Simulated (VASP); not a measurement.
# Geometry relaxation, with input and output: C (part 2 of 4)

C (slab, 14 atoms in the cell); Kohn-Sham DFT of a periodic cell, LDA, VASP PAW LDA potentials, recommended, no spin polarisation (VASP 6.6.1); cutoff 520 eV, 12×12×1 k-mesh, Gaussian smearing of 0.03 eV. The structure derives from an entry of the Crystallography Open Database.

Geometry of the input (Å; fractional positions):
```
2.4989  0.0000  -0.0000
-1.2494  2.1641  0.0000
0.0000  0.0000  27.7519
C  0.0000  0.0000  0.2703
C  0.6667  0.3333  0.2886
C  0.6667  0.3333  0.3438
C  0.3333  0.6667  0.3622
C  0.3333  0.6667  0.4173
C  0.0000  0.0000  0.4357
C  0.0000  0.0000  0.4908
C  0.6667  0.3333  0.5092
C  0.6667  0.3333  0.5643
C  0.3333  0.6667  0.5827
C  0.3333  0.6667  0.6378
C  0.0000  0.0000  0.6562
C  0.0000  0.0000  0.7114
C  0.6667  0.3333  0.7297
```

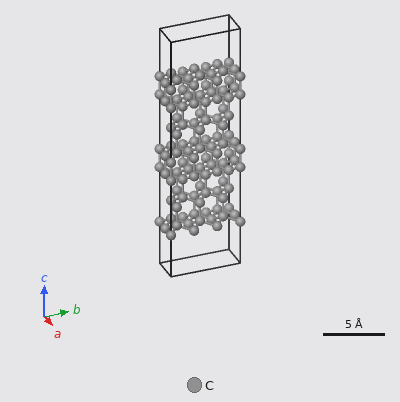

Figure 1. The input geometry (ball-and-stick view of the 2 × 3 repeat of the cell, with the vacuum cut short, seen slightly off an axis). An atom can appear more than once, as a periodic image.

### Parts of OUTCAR, continued
```
The static configuration has the point symmetry C_3v.
 The point group associated with its full space group is D_3d.

Analysis of symmetry for dynamics (positions and initial velocities):
=====================================================================
 Subroutine PRICEL returns:
 Original cell was already a primitive cell.

 Routine SETGRP: Setting up the symmetry group for a
 hexagonal supercell.

 Subroutine GETGRP returns: Found 12 space group operations
 (whereof  6 operations were pure point group operations)
 out of a pool of 24 trial point group operations.

The dynamic configuration has the point symmetry C_3v.
 The point group associated with its full space group is D_3d.

 Subroutine INISYM returns: Found 12 space group operations
 (whereof  6 operations are pure point group operations),
 and found     1 'primitive' translations

----------------------------------------------------------------------------------------

                                     Primitive cell

  volume of cell :     150.0751

  direct lattice vectors                    reciprocal lattice vectors
     2.498861620  0.000000000  0.000000000     0.400182224  0.231045314  0.000000000
    -1.249430810  2.164077650  0.000000000     0.000000000  0.462090628  0.000000000
     0.000000000  0.000000000 27.751949830     0.000000000  0.000000000  0.036033504

  length of vectors
     2.498861620  2.498861626 27.751949830     0.462090629  0.462090628  0.036033504

  position of ions in fractional coordinates (direct lattice)
     0.000000000  0.000000000  0.270251280
     0.666666670  0.333333330  0.288631180
     0.666666670  0.333333330  0.343770870
     0.333333330  0.666666670  0.362150770
     0.333333330  0.666666670  0.417290460
     0.000000000  0.000000000  0.435670360
     0.000000000  0.000000000  0.490810050
     0.666666670  0.333333330  0.509189950
     0.666666670  0.333333330  0.564329640
     0.333333330  0.666666670  0.582709540
     0.333333330  0.666666670  0.637849230
     0.000000000  0.000000000  0.656229130
     0.000000000  0.000000000  0.711368820
     0.666666670  0.333333330  0.729748720

  ion indices of the primitive-cell ions
   primitive index   ion index
                 1           1
                 2           2
                 3           3
                 4           4
                 5           5
                 6           6
                 7           7
                 8           8
                 9           9
                10          10
                11          11
                12          12
                13          13
                14          14

----------------------------------------------------------------------------------------

 KPOINTS: Automatic mesh

Automatic generation of k-mesh.
 Grid dimensions read from file:
 generate k-points for:   12   12    1

 Generating k-lattice:

  Cartesian coordinates                     Fractional coordinates (reciprocal lattice)
     0.033348519  0.019253776  0.000000000     0.083333333  0.000000000  0.000000000
     0.000000000  0.038507552  0.000000000     0.000000000  0.083333333  0.000000000
     0.000000000  0.000000000  0.036033504     0.000000000  0.000000000  1.000000000

  Length of vectors
     0.038507552  0.038507552  0.036033504

  Shift w.r.t. Gamma in fractional coordinates (k-lattice)
     0.000000000  0.000000000  0.000000000

 Subroutine IBZKPT returns following result:
 ===========================================

 Found     19 irreducible k-points:

 Following reciprocal coordinates:
            Coordinates               Weight
  0.000000  0.000000  0.000000      1.000000
  0.083333  0.000000  0.000000      6.000000
  0.166667  0.000000  0.000000      6.000000
  0.250000  0.000000  0.000000      6.000000
  0.333333  0.000000  0.000000      6.000000
  0.416667  0.000000  0.000000      6.000000
  0.500000  0.000000  0.000000      3.000000
  0.083333  0.083333  0.000000      6.000000
  0.166667  0.083333  0.000000     12.000000
  0.250000  0.083333  0.000000     12.000000
  0.333333  0.083333  0.000000     12.000000
  0.416667  0.083333  0.000000     12.000000
  0.166667  0.166667  0.000000      6.000000
  0.250000  0.166667  0.000000     12.000000
  0.333333  0.166667  0.000000     12.000000
  0.416667  0.166667  0.000000      6.000000
  0.250000  0.250000  0.000000      6.000000
  0.333333  0.250000  0.000000     12.000000
  0.333333  0.333333  0.000000      2.000000
   k-points           NKPTS =     19   k-points in BZ     NKDIM =     19   number of bands    NBANDS=     36
   number of dos      NEDOS =    301   number of ions     NIONS =     14
   total plane-waves  NPLWV =  84000
   dimension x,y,z NGX =    20 NGY =   20 NGZ =  210
   dimension x,y,z NGXF=    40 NGYF=   40 NGZF=  420
   ions per type =              14
   NGX,Y,Z   is equivalent  to a cutoff of  13.31, 13.31, 12.58 a.u.
   NGXF,Y,Z  is equivalent  to a cutoff of  26.61, 26.61, 25.16 a.u.
 SYSTEM =  C
   PREC   = accura    normal or accurate (medium, high low for compatibility)
   ISTART =      0    job   : 0-new  1-cont  2-samecut
   ICHARG =      2    charge: 1-file 2-atom 10-const
   ISPIN  =      1    spin polarized calculation?
   LNONCOLLINEAR =      F non collinear calculations
   LSORBIT =      F    spin-orbit coupling
   LASPH  =      T    aspherical Exc in radial PAW
   ENCUT  =  520.0 eV  38.22 Ry    6.18 a.u.   4.65  4.65 51.60*2*pi/ulx,y,z
   NELM   =     80;   NELMIN=  2; NELMDL= -5     # of ELM steps
   EDIFF  = 0.1E-05   stopping-criterion for ELM
   LREAL  =      F    real-space projection
   EDIFFG = -.2E-01   stopping-criterion for IOM
   NSW    =     80    number of steps for IOM
   IBRION =      2    ionic relax: 0-MD 1-quasi-New 2-CG
   NFREE  =      1    steps in history (QN), initial steepest desc. (CG)
   ISIF   =      2    stress and relaxation
   ISYM   =      2    0-nonsym 1-usesym 2-fastsym
   POTIM  = 0.5000    time-step for ionic-motion
   TEBEG  =    0.0;   TEEND  =   0.0 temperature during run
   PSTRESS=    0.0 pullay stress
   NELECT =      56.0000    total number of electrons
   NUPDOWN=      -1.0000    fix difference up-down
   EMIN   =  10.00;   EMAX   =-10.00  energy-range for DOS
   EFERMI =   0.00;   METHOD = LEGACY
   ISMEAR =     0;   SIGMA  =   0.03  broadening in eV -4-tet -1-fermi 0-gaus
   EFERMI_NEDOS =   21; number of points for ismear=-14 and -15
   IALGO  =     38    algorithm
   IMIX   =      4    mixing-type and parameters
     AMIX     =   0.40;   BMIX     =  1.00
     AMIX_MAG =   1.60;   BMIX_MAG =  1.00
  volume/ion in A,a.u.               =      10.72        72.34
  Fermi-wavevector in a.u.,A,eV,Ry     =   1.178604  2.227239 18.899960  1.389108
  Thomas-Fermi vector in A             =   2.314930
   LORBIT       =      0    0 simple, 1 ext, 2 COOP (PROOUT), +10 PAW based schemes
   GGA     = CA    functional components
   LHFCALC =     F    Hartree Fock is set to
   AEXX    =    0.0000 exact exchange contribution
   IVDW    =     0    specifies the selected vdW correction
   LEPSILON=     F    determine dielectric tensor
   LRPA    =     F    only Hartree local field effects (RPA)
 conjugate gradient relaxation of ions
 non-spin polarized calculation
 Gauss-broadening in eV      SIGMA  =   0.03
  energy-cutoff  :      520.00
  volume of cell :      150.08
 maximum number of plane-waves:      4078
 NGX is ok and might be reduce to    20
   NGX =  9   NGY =  9   NGZ =103

--------------------------------------- Ionic step        1  -------------------------------------------

 number of electron      56.0000000 magnetization

 Free energy of the ion-electron system (eV)
  ---------------------------------------------------
  ext. energy  EPLUGINS =         0.00000000
  ---------------------------------------------------
  free energy    TOTEN  =      -136.30186918 eV

  energy without entropy =     -136.29013665  energy(sigma->0) =     -136.29600291

------------------------ aborting loop because EDIFF is reached ----------------------------------------

  FORCE on cell =-STRESS in cart. coord.  units (eV):
  Direction    XX          YY          ZZ          XY          YZ          ZX
  --------------------------------------------------------------------------------------
  -------------------------------------------------------------------------------------
  Total       -0.4300668     -0.4300668     -2.0335778      0.0000000      0.0000000      0.0000000
  in kB       -4.5913238     -4.5913239    -21.7101497      0.0000000      0.0000000      0.0000000
  external PRESSURE =     -10.2975991 kB  Pullay stress =       0.0000000 kB

 VOLUME and BASIS-vectors are now :
 -----------------------------------------------------------------------------
  energy-cutoff  :      520.00
  volume of cell :      150.08
      direct lattice vectors                 reciprocal lattice vectors
     2.498861620  0.000000000  0.000000000     0.400182224  0.231045314  0.000000000
    -1.249430810  2.164077650  0.000000000     0.000000000  0.462090628  0.000000000
     0.000000000  0.000000000 27.751949830     0.000000000  0.000000000  0.036033504

 POSITION                                       TOTAL-FORCE (eV/Angst)
 -----------------------------------------------------------------------------------
      0.00000      0.00000      7.50000         0.000000     -0.000000      4.176349
      1.24943      0.72136      8.01008        -0.000000     -0.000000     -4.797234
      1.24943      0.72136      9.54031        -0.000000     -0.000000      0.842704
     -0.00000      1.44272     10.05039        -0.000000      0.000000     -0.383363
     -0.00000      1.44272     11.58062        -0.000000      0.000000      0.179131
      0.00000      0.00000     12.09070         0.000000     -0.000000     -0.087190
      0.00000      0.00000     13.62094         0.000000     -0.000000      0.068807
      1.24943      0.72136     14.13101        -0.000000     -0.000000     -0.068807
      1.24943      0.72136     15.66125        -0.000000     -0.000000      0.087190
     -0.00000      1.44272     16.17133         0.000000     -0.000000     -0.179131
     -0.00000      1.44272     17.70156         0.000000     -0.000000      0.383363
      0.00000      0.00000     18.21164         0.000000      0.000000     -0.842704
      0.00000      0.00000     19.74187         0.000000      0.000000      4.797234
      1.24943      0.72136     20.25195         0.000000     -0.000000     -4.176349
 -----------------------------------------------------------------------------------
    total drift:                               -0.000002      0.000002     -0.000012

  FREE ENERGIE OF THE ION-ELECTRON SYSTEM (eV)
  ---------------------------------------------------
  free  energy   TOTEN  =      -136.3018691769 eV

  energy  without entropy=     -136.2901366485  energy(sigma->0) =     -136.29600291

--------------------------------------- Ionic step        2  -------------------------------------------

 number of electron      56.0000000 magnetization

------------------------ aborting loop because EDIFF is reached ----------------------------------------

  FORCE on cell =-STRESS in cart. coord.  units (eV):
  Direction    XX          YY          ZZ          XY          YZ          ZX
  --------------------------------------------------------------------------------------
  -------------------------------------------------------------------------------------
  Total        0.6886676      0.6886677      2.5127025      0.0000000      0.0000000     -0.0000000
  in kB        7.3521052      7.3521053     26.8252084      0.0000000      0.0000000     -0.0000000
  external PRESSURE =      13.8431396 kB  Pullay stress =       0.0000000 kB

 VOLUME and BASIS-vectors are now :
 -----------------------------------------------------------------------------
  energy-cutoff  :      520.00
  volume of cell :      150.08
      direct lattice vectors                 reciprocal lattice vectors
     2.498861620  0.000000000  0.000000000     0.400182224  0.231045314  0.000000000
    -1.249430810  2.164077650  0.000000000     0.000000000  0.462090628  0.000000000
     0.000000000  0.000000000 27.751949830     0.000000000  0.000000000  0.036033504

 POSITION                                       TOTAL-FORCE (eV/Angst)
 -----------------------------------------------------------------------------------
     -1.24943      2.16408      7.70148        -0.000000      0.000000     -2.305466
      1.24943      0.72136      7.77865         0.000000     -0.000000      1.954881
      1.24943      0.72136      9.58097         0.000000     -0.000000      0.022800
     -0.00000      1.44272     10.03190         0.000000     -0.000000      0.243409
     -0.00000      1.44272     11.58927         0.000000      0.000000     -0.232027
     -1.24943      2.16408     12.08650        -0.000000     -0.000000      0.301877
     -1.24943      2.16408     13.62426         0.000000     -0.000000     -0.179112
      1.24943      0.72136     14.12769        -0.000000      0.000000      0.179112
      1.24943      0.72136     15.66545         0.000000     -0.000000     -0.301877
     -0.00000      1.44272     16.16268        -0.000000     -0.000000      0.232027
     -0.00000      1.44272     17.72005        -0.000000      0.000000     -0.243409
      0.00000      0.00000     18.17098        -0.000000      0.000000     -0.022800
      0.00000      0.00000     19.97330        -0.000000     -0.000000     -1.954881
      1.24943      0.72136     20.05047         0.000000     -0.000000      2.305466
 -----------------------------------------------------------------------------------
    total drift:                               -0.000003      0.000002     -0.000084

  FREE ENERGIE OF THE ION-ELECTRON SYSTEM (eV)
  ---------------------------------------------------
  free  energy   TOTEN  =      -137.0037966133 eV

  energy  without entropy=     -137.0030098483  energy(sigma->0) =     -137.00340323

--------------------------------------- Ionic step        3  -------------------------------------------

 number of electron      55.9999999 magnetization

------------------------ aborting loop because EDIFF is reached ----------------------------------------

  FORCE on cell =-STRESS in cart. coord.  units (eV):
  Direction    XX          YY          ZZ          XY          YZ          ZX
  --------------------------------------------------------------------------------------
  -------------------------------------------------------------------------------------
  Total        0.4926140      0.4926140     -0.2448070      0.0000000      0.0000000      0.0000000
  in kB        5.2590680      5.2590680     -2.6135199      0.0000000      0.0000000      0.0000000
  external PRESSURE =       2.6348720 kB  Pullay stress =       0.0000000 kB

 VOLUME and BASIS-vectors are now :
 -----------------------------------------------------------------------------
  energy-cutoff  :      520.00
  volume of cell :      150.08
      direct lattice vectors                 reciprocal lattice vectors
     2.498861620  0.000000000  0.000000000     0.400182224  0.231045314  0.000000000
    -1.249430810  2.164077650  0.000000000     0.000000000  0.462090628  0.000000000
     0.000000000  0.000000000 27.751949830     0.000000000  0.000000000  0.036033504

 POSITION                                       TOTAL-FORCE (eV/Angst)
```
